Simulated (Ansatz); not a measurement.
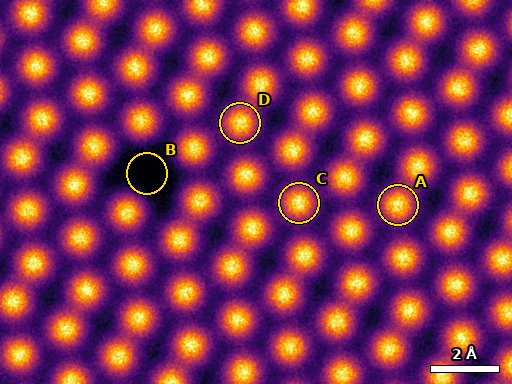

Dark-field STEM-like image of Al (P6/mmm, No. 191) along [102]. The image is simulated as a sum over atoms of Z^1.7, blurred by a 0.89 Å probe (no channelling). The probe carries 25 % of its weight in a tail 2.5 times as wide. Shot noise was added.

The sample is 1 repeat (7.3 Å) thick. One point defect was put into the perfect crystal, without relaxing the atoms around it. Brightness is counted from the darkest point of the image. Host structure: the end point of a relaxation with DFT, PBE, plane waves (420 eV) with PAW, scalar-relativistic (Ansatz); the starting structure was generated, so it need not be a known form of this composition.

Which ringed column holds the defect, and does it scatter more or less than its equals?

Answer. B; it scatters less. The column holds 1 atom (Al) through the sample, and one Al atom is missing, so its peak vanishes.
